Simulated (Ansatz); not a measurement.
Al₂₃N₂₄ and related structures: several calculations on one system

**1. Relaxation**

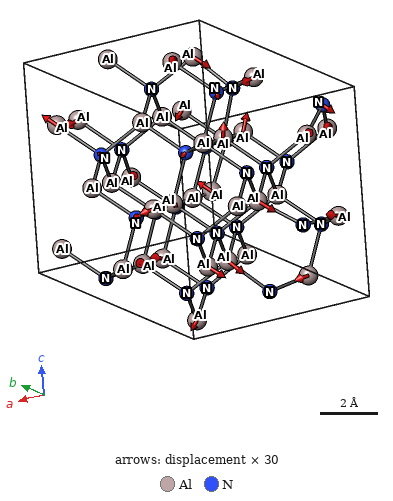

This is a relaxation of a defect cell of composition Al23N24 (cell charge −2). The starting structure is drawn; red arrows show the displacements, magnified 30 times.

A ball-and-stick model of the cell of the calculation, seen from a free direction.

Case: Al vacancy (site b), charge -2, atoms relaxed at the host's cell.

These are results of DFT PBE, scalar-relativistic, plane waves, PAW in Ansatz, not measurements. (plane-wave cutoff 420 eV; k-point mesh 2 × 2 × 2; occupations gaussian; smearing width 0.01 eV; mesh shifted by (0.5, 0.5, 0.5); collinear spin; atoms relaxed in a fixed cell; force threshold 0.025 eV/Å; at most 45 steps)

Atoms of which element are displaced furthest, and by how much?

Aluminium: up to 0.026 Å, against 0.019 Å for nitrogen.

Describe the change and its energy.

The largest moves, 0.026 Å, are those of Al atoms. Largest moves by element: Al 0.026 Å, N 0.019 Å. The cell doesn't change. Some distances before and after: Al–N 1.855 → 1.830 Å, Al–N 1.841 → 1.817 Å, Al–N 1.933 → 1.949 Å, Al–N 1.903 → 1.916 Å. The energy falls by 0.111 eV per cell of the calculation in 3 geometry steps. Largest force component: 0.74 eV/Å at the start, 0.011 eV/Å at the end. Cost: 32 s on 4 threads of Intel(R) Xeon(R) 6975P-C (Granite Rapids) (shared host), peak memory 1.7 GiB.

Limits of the set-up: the periodic images lie only 8.0 Å apart, so the values are limited by the cell's size; the cell is charged, on a uniform background, and energies carry no finite-size correction.

**2. Relaxation**

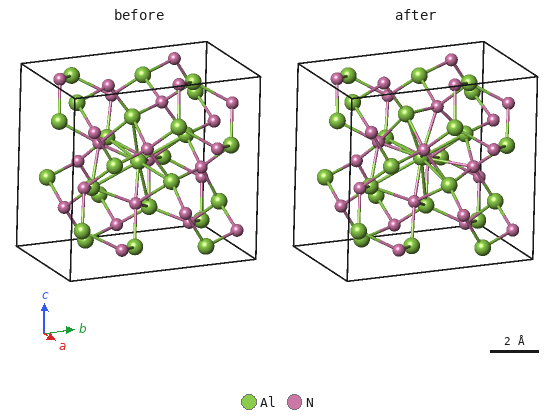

The structure of a defect cell of composition Al$_{25}$N$_{24}$ (cell charge +3) before (left) and after (right) a relaxation, at one scale.

A ball-and-stick model of the cell of the calculation (origin shifted), seen slightly off an axis.

Case: Al interstitial, charge +3, atoms relaxed at the host's cell.

The calculation used DFT PBE, scalar-relativistic, plane waves, PAW (Ansatz). Set-up: plane-wave cutoff 420 eV; k-point mesh 2 × 2 × 2; occupations gaussian; smearing width 0.01 eV; mesh shifted by (0.5, 0.5, 0.5); no spin polarisation; atoms relaxed in a fixed cell; force threshold 0.025 eV/Å; at most 45 steps.

> Summarise the run.

The atom that moves furthest is an Al atom (0.35 Å along [1 1 1]). Largest moves by element: Al 0.35 Å, N 0.20 Å. The cell doesn't change. Among the contacts that change: Al–N 2.701 → 2.254 Å, Al–Al 2.428 → 2.559 Å, Al–N 2.186 → 2.083 Å, Al–N 1.885 → 1.967 Å. Bond angles that change, for instance: Al–N–Al 114.8° → 133.5°, N–Al–N 115.4° → 101.5°, N–Al–Al 76.6° → 62.8°. After 5 geometry steps the energy has fallen by 1.245 eV per cell of the calculation. The largest force component goes from 1.9 to 0.0026 eV/Å.

Limits of the set-up: the periodic images lie only 8.0 Å apart, so the values are limited by the cell's size; the cell is charged, on a uniform background, and energies carry no finite-size correction.

**3. Defect**

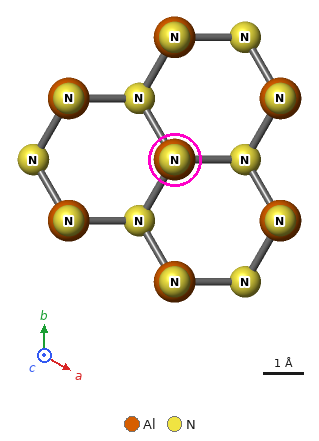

Perfect AlN. Style: ball-and-stick. Shown: the atoms within 4.6 Å of one point, in a slice 4.2 Å thick across the line of sight, along the c axis.

Method: DFT PBE, scalar-relativistic, plane waves, PAW (Ansatz 0.2.0). Set-up: plane-wave cutoff 420 eV; k-point mesh 2 × 2 × 2; occupations gaussian; smearing width 0.01 eV; mesh shifted by (0.5, 0.5, 0.5); collinear spin. The cell is small and the k-mesh coarse, so the numbers are rough. A uniform background neutralises the charged cell. The axes drawn are those of the host's conventional cell.

An aluminium atom is taken out (a vacancy) at the ringed place, in charge state −2. The supercell has 48 sites, and the atoms are relaxed at the host's cell.

Predict the relaxed surroundings of the defect.

Around the empty Al site the host had 4 N at 1.90 to 1.91 Å; after relaxation the nearest atoms are 4 N at 2.10 to 2.17 Å. Of the host's atoms, a nitrogen atom moves furthest from its site, by 0.26 Å. The cell's net moment is 1.00 μB.

The relaxed defect, seen from the same direction:

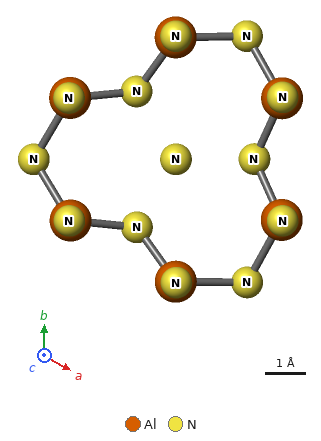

**4. Defect**

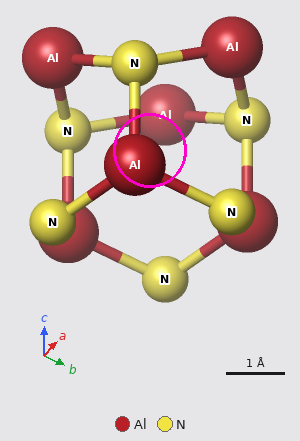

Perfect AlN. A ball-and-stick model of the atoms within 3.3 Å of one point, seen from a free direction.

Level of theory: DFT PBE, scalar-relativistic, plane waves, PAW in Ansatz 0.2.0. Settings: plane-wave cutoff 420 eV; k-point mesh 2 × 2 × 2; occupations gaussian; smearing width 0.01 eV; mesh shifted by (0.5, 0.5, 0.5); no spin polarisation. The cell is small and the k-mesh coarse, so the numbers are rough. A uniform background neutralises the charged cell. The axes drawn are those of the host's conventional cell.

An extra aluminium atom is put between the host's atoms (an interstitial) at the ringed place, in charge state +1. The supercell has 48 sites, and the atoms are relaxed at the host's cell.

How do the neighbours respond?

Answer. The Al atom starts with 3 N at 2.00 Å, 6 Al at 2.09 to 2.32 Å around its place and ends with 3 N at 1.86 Å. Of the host's atoms, an aluminium atom moves furthest from its site, by 0.29 Å. The Al atom itself moves 0.09 Å from where it was put.

The relaxed defect, seen from the same direction:

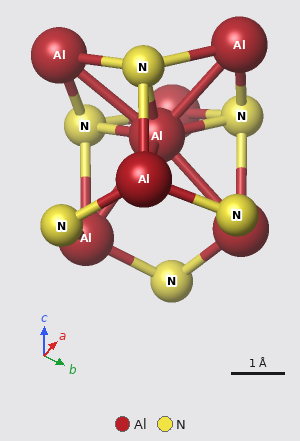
